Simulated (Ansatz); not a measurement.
# Ti: a changed input and its effect

System: Ti (P6₃/mmc, 2 atoms in the cell).
Method of run A: DFT, PBE, PAW with Ansatz's default frozen-core files, scalar-relativistic, spin-polarised (Ansatz 0.2.0).

The structure derives from an entry of the Crystallography Open Database. Text and figures count atoms from 1; the logs count them from 0 in places.

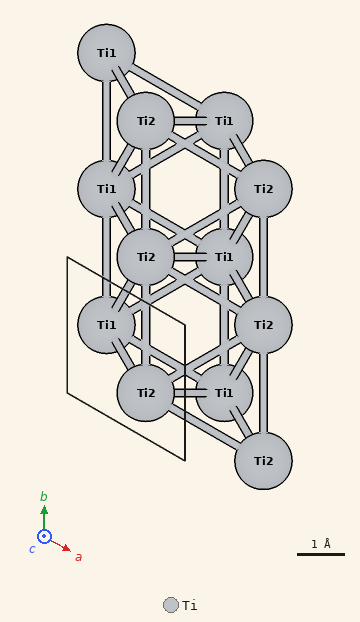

Figure 1. The structure as given in the input (ball-and-stick view of the cell of the calculation, repeated 2 × 3 × 1, along the c axis; atoms are numbered from 1 in the order of the input). Near neighbours in the crystal (not all of them lie inside the picture): Ti has 12 Ti at 2.89 to 2.95 Å.

**The input, run A**
```yaml
crystal:
  lattice:
    - [2.95, 0.0, 0.0]
    - [-1.475, 2.5547749412, 0.0]
    - [0.0, 0.0, 4.68]
  atoms:
    - { symbol: Ti, position: [0.3333333333, 0.6666666667, 0.25], spin: 0.5 }
    - { symbol: Ti, position: [0.6666666667, 0.3333333333, 0.75], spin: 0.5 }
magnetization:
  spin_polarized: true
  initial_magnetization: 1.0
  spin_locking: { lock_magnetization: hard }
kpoints:
  mp_grid: { grid: [13, 13, 7] }
scf:
  occupations: { method: fermi_dirac, width: 0.05 }
  lower_state_search: "off"
hamiltonian:
  xc: pbe
  pseudopotentials: { kind: paw }
output:
  forces: true
  stress: true
  eigenvalues: true
```

Launched with:
```bash
ansatz run input.yaml --threads 1 --pin off --max-ram 3072MiB --backend cpu --events-out ev --progress --plain --runs-dir out
```

Hardware: 1 thread of Arm Neoverse N1, 24 GiB of memory available, shared host.

**Output, shortened to warnings, some set-up lines, iterations and results (run A)**
```
Warning: output.stress: scf.convergence.dr2_threshold = 1e-7 eV (the SCF's general default) is looser than the 2e-10 eV advised for a printed stress (1e-10 eV for each atom of the cell: 2). What an SCF threshold leaves in a stress goes as its square root, and in the free energy as the threshold itself, and one threshold admits the most on a small cell: of the crystals measured, under no hybrid …
Basis set: ecut = 420 eV, 687 PW (Γ), exchange–correlation on 40×40×64 points (8 copies of the dense FFT grid, shifted against one another)
Symmetry: 24 space group operations
k-points: 84 of 1183
Initial density: superposition of atomic densities (chi_scale 0.1, normalization cell)
[...]
SCF iter   1: F=—  HF=-4999.517510 eV  |F-HF|=—  |Δ(HF+E_count)|=         —  Δρ=3.90e-2 (↑3.90e-2 ↓1.62e-2)  dr2=1.09e0  dr2_m=5.73e-2  M=1.000 μB ∫|m|=1.000 μB  β_m=0.30  …
SCF iter   2: F=—  HF=-4999.303240 eV  |F-HF|=—  |Δ(HF+E_count)|=   2.14e-1  Δρ=2.43e-2 (↑2.43e-2 ↓1.05e-2)  dr2=4.20e-1  dr2_m=2.76e-2  M=1.000 μB ∫|m|=1.000 μB  β_m=0.53  …
SCF iter   3: F=—  HF=-4999.197992 eV  |F-HF|=—  |Δ(HF+E_count)|=   1.05e-1  Δρ=3.87e-3 (↑2.91e-3 ↓3.87e-3)  dr2=6.08e-3  dr2_m=1.24e-3  M=1.000 μB ∫|m|=1.000 μB  β_m=0.70  …
SCF iter   4: F=—  HF=-4999.200963 eV  |F-HF|=—  |Δ(HF+E_count)|=   2.97e-3  Δρ=4.79e-4 (↑4.79e-4 ↓1.91e-4)  dr2=5.96e-5  dr2_m=2.10e-5  M=1.000 μB ∫|m|=1.000 μB  β_m=0.80  …
SCF iter   5: F=—  HF=-4999.201028 eV  |F-HF|=—  |Δ(HF+E_count)|=   6.51e-5  Δρ=1.46e-4 (↑9.82e-5 ↓1.46e-4)  dr2=1.83e-5  dr2_m=6.46e-7  M=1.000 μB ∫|m|=1.000 μB  β_m=0.90  …
SCF iter   6: F=-4999.201025 eV  HF=-4999.201025 eV  |F-HF|=1.20e-7  |Δ(HF+E_count)|=   2.46e-6  Δρ=2.24e-5 (↑2.24e-5 ↓1.45e-5)  dr2=9.17e-8  dr2_m=8.83e-8  M=1.000 μB …
SCF iter   7: F=-4999.201026 eV  HF=-4999.201026 eV  |F-HF|=4.05e-9  |Δ(HF+E_count)|=   2.04e-7  Δρ=6.48e-6 (↑6.48e-6 ↓5.28e-6)  dr2=1.34e-8  dr2_m=7.34e-9  M=1.000 μB …
SCF iter   8: F=-4999.201026 eV  HF=-4999.201026 eV  |F-HF|=2.94e-10  |Δ(HF+E_count)|=   1.86e-8  Δρ=1.84e-6 (↑1.84e-6 ↓1.12e-6)  dr2=1.17e-9  dr2_m=4.04e-10  M=1.000 μB …
SCF iter   9: F=-4999.201026 eV  HF=-4999.201026 eV  |F-HF|=1.03e-10  |Δ(HF+E_count)|=   1.14e-9  Δρ=4.21e-7 (↑3.91e-7 ↓4.21e-7)  dr2=4.45e-11  dr2_m=4.24e-11  M=1.000 μB …
SCF 1 converged in 9 iterations: F = -4999.201026 eV  dr2 = 4.45e-11
SCF converged after 9 iterations
Stability checked in part: among states of this total moment the steps that led to this state did not find it unstable. No probe was made; neither looks for a lower state of another moment (fixed_total_moment; see scf.lower_state_search)
Magnetization: 1.0000 μB (12.5000 up, 11.5000 down)
Absolute magnetization: 1.0000 μB (∫|ρ↑−ρ↓|, with the PAW one-centre terms)
Spin contamination: 0.0002 ħ² per cell (⟨S²⟩ above its minimum at these occupations)
Per-site moments (μB) at R_I (Å): [(0.3841507128102312, 1.1938603286741447), (0.38415071281023117, 1.1938603286741447)]
Free energy (F): -4999.201026 eV
Harris-Foulkes:  -4999.201026 eV  (|F-HF|=1.03e-10)
Internal energy: -4999.171435 eV  (E = F + TS)
E sigma→0 (E₀):  -4999.186230 eV
Entropy (-TS):   -0.029590 eV (-14.795 meV/atom)
Fermi energy:    13.063210 (↑ 13.301522, ↓ 12.824897) eV
--- Per-component energies (eV) ---
  E_band       = -320.052688
  E_kinetic    = 544.344326
  E_local      = -1643.591236  (includes V_loc(G=0)·N_el)
  E_nonlocal   = 16.373478
  E_hartree    = 674.105238
  E_xc         = -194.710968
  E_vxc        = -243.574198  (∫ρ·V_xc dr)
  E_paw        = -2095.213655  (= ΣΔE_a)
  E_vpaw       = -341.815467  (= ΣTr[D̂ρ^β])
  E_aug_tail   = 0.000247  (compensation charges beyond the density's cutoff)
  E_ewald      = -2300.478866
  E_smearing   = -0.029590  (= −TS)
  E_closure    = -0.000000  (closes the sum)
  Σ components = -4999.201026   (vs F -4999.201026, Δ=0.00e0)
--- Forces (eV/Å), atoms counted from 1 ---
  atom   1  Ti    -0.00000000     0.00000000    -0.00000000
  atom   2  Ti    -0.00000000    -0.00000000     0.00000000
  max |Σ_I F_I| component: 7.40e-17 eV/Å
--- Stress (GPa, compression-positive) ---
       -0.768258       0.000000       0.000000
       -0.000000      -0.768258      -0.000000
        0.000000      -0.000000      -0.100929
  P = ⅓ Tr σ = -0.5458 GPa (-5.458 kbar)
```

For run B the input was changed thus:
```diff
-  pseudopotentials: { kind: paw }
+  pseudopotentials: { kind: all_electron, lapw: { basis_error: 0.001 } }
-  eigenvalues: true
+  eigenvalues: false
```

How does run B compare with run A?

The total moment is fixed by the input in run A and run B, so the state need not be the lowest. The total energies belong to different models, so their difference says nothing on which is more stable or more accurate. The number of SCF iterations is the same. The plane waves at Γ go from 687 to 263. On the same kind of shared host run B took about 3.2 times as long.

**Output, shortened to warnings, some set-up lines, iterations and results (run B)**
```
Basis set: ecut = 220.14621424188078 eV, 263 PW (Γ), exchange–correlation at level 2
Symmetry: 24 space group operations
k-points: 84 of 1183
Initial density: superposition of atomic densities (chi_scale 0.1, normalization cell)
[...]
SCF iter   1: F=—  HF=-46466.852250 eV  |F-HF|=—  |Δ(HF+E_count)|=         —  Δρ=1.38e-2 (↑1.38e-2 ↓1.00e-2)  dr2=1.45e-1  dr2_m=1.55e-3  M=1.000 μB ∫|m|=1.000 μB  β_m=0.30  …
SCF iter   2: F=—  HF=-46466.554283 eV  |F-HF|=—  |Δ(HF+E_count)|=   2.98e-1  Δρ=8.21e-3 (↑8.21e-3 ↓5.89e-3)  dr2=5.77e-2  dr2_m=6.26e-4  M=1.000 μB ∫|m|=1.000 μB  β_m=0.38  …
SCF iter   3: F=—  HF=-46466.528462 eV  |F-HF|=—  |Δ(HF+E_count)|=   2.58e-2  Δρ=3.72e-3 (↑3.72e-3 ↓2.53e-3)  dr2=1.22e-2  dr2_m=1.85e-4  M=1.000 μB ∫|m|=1.000 μB  β_m=0.64  …
SCF iter   4: F=—  HF=-46466.529124 eV  |F-HF|=—  |Δ(HF+E_count)|=   6.62e-4  Δρ=2.46e-4 (↑2.46e-4 ↓2.06e-4)  dr2=4.47e-5  dr2_m=7.74e-6  M=1.000 μB ∫|m|=1.000 μB  β_m=0.80  …
SCF iter   5: F=—  HF=-46466.529165 eV  |F-HF|=—  |Δ(HF+E_count)|=   4.13e-5  Δρ=6.51e-5 (↑2.42e-5 ↓6.51e-5)  dr2=9.44e-7  dr2_m=4.86e-7  M=1.000 μB ∫|m|=1.000 μB  β_m=0.90  …
SCF iter   6: F=—  HF=-46466.529165 eV  |F-HF|=—  |Δ(HF+E_count)|=   5.74e-7  Δρ=1.48e-5 (↑1.48e-5 ↓1.00e-5)  dr2=9.05e-8  dr2_m=3.22e-8  M=1.000 μB ∫|m|=1.000 μB  β_m=0.88  …
SCF iter   7: F=-46466.529165 eV  HF=-46466.529165 eV  |F-HF|=1.68e-8  |Δ(HF+E_count)|=   1.37e-8  Δρ=5.22e-6 (↑2.01e-6 ↓5.22e-6)  dr2=8.84e-9  dr2_m=3.38e-9  M=1.000 μB …
SCF iter   8: F=-46466.529165 eV  HF=-46466.529165 eV  |F-HF|=1.51e-9  |Δ(HF+E_count)|=  8.37e-10  Δρ=1.16e-6 (↑1.16e-6 ↓1.15e-6)  dr2=9.08e-12  dr2_m=4.28e-10  M=1.000 μB …
SCF iter   9: F=-46466.529165 eV  HF=-46466.529165 eV  |F-HF|=6.55e-11  |Δ(HF+E_count)|=   3.14e-9  Δρ=1.78e-7 (↑1.68e-7 ↓1.78e-7)  dr2=1.70e-12  dr2_m=9.23e-12  M=1.000 μB …
SCF 1 converged in 9 iterations: F = -46466.529165 eV  dr2 = 1.70e-12
SCF converged after 9 iterations
Stability checked in part: among states of this total moment the steps that led to this state did not find it unstable. No probe was made; neither looks for a lower state of another moment (fixed_total_moment; see scf.lower_state_search)
Magnetization: 1.0000 μB (12.5000 up, 11.5000 down)
Absolute magnetization: 1.0000 μB (∫|ρ↑−ρ↓|)
Spin contamination: 0.0003 ħ² per cell (⟨S²⟩ above its minimum at these occupations)
Per-site moments (μB) at R_I (Å): [(0.4353169657356837, 1.4471034071324091), (0.4353169657356837, 1.4471034071324091)]
Free energy (F): -46466.529165 eV
Harris-Foulkes:  -46466.529165 eV  (|F-HF|=6.55e-11)
Internal energy: -46466.499576 eV  (E = F + TS)
E sigma→0 (E₀):  -46466.514370 eV
Entropy (-TS):   -0.029589 eV (-14.794 meV/atom)
Fermi energy:    13.470068 (↑ 13.708392, ↓ 13.231744) eV
--- Per-component energies (eV) ---
  E_band       = -310.321252
  E_kinetic    = 46914.818498
  E_xc         = -2295.860961
  E_electrostatic = -91085.457113  (all electrons and nuclei)
  E_smearing   = -0.029589  (= −TS)
  E_closure    = 0.000000  (closes the sum)
  E_atoms      = -46453.242101  (free atoms, spherical and without spin; not in F)
  Σ components = -46466.529165   (vs F -46466.529165, Δ=0.00e0)
  Basis errors (estimates in eV, not in F): energy 1.3e-4 per atom: plane waves 8.9e-5 (4.5e-5 summed), levels above the bands 4.0e-14, relativity 9.3e-9, radial functions 4.4e-5, core shells 2.4e-8; eigenvalues (radial functions only) 9.7e-7; not estimated: angular momenta, meshes, grids; target …
--- Forces (eV/Å), atoms counted from 1 ---
  atom   1  Ti     0.00000000     0.00000000    -0.00000000
  atom   2  Ti     0.00000000     0.00000000     0.00000000
  max |Σ_I F_I| component: 1.85e-17 eV/Å
--- Stress (GPa, compression-positive) ---
       -0.778635      -0.000000       0.000000
       -0.000000      -0.778635       0.000000
        0.000000       0.000000      -0.105510
  P = ⅓ Tr σ = -0.5543 GPa (-5.543 kbar)
settings of this run that can trade accuracy for cost: output.eigenvalues: false. Do not mix this run's numbers with those of runs without the same settings; the input reference describes each key
```

**The two runs side by side**

```tsv
quantity	run A	run B
outcome	converged	converged
free energy per atom (eV)	−2499.6005	−23233.2646
energy per atom, smearing taken to zero (eV)	−2499.5931	−23233.2572
net moment of the cell (μB)	1.00	1.00
absolute moment of the cell (μB)	1.00	1.00
pressure (GPa)	−0.55	−0.55
largest force (eV/Å)	0.000	0.000
SCF iterations	9	9
irreducible k-points	84	84
plane waves at Γ	687	263
wall time (shared host)	12 s	38 s
```

For run A: Warnings: the SCF threshold is looser than advised for the printed stress.
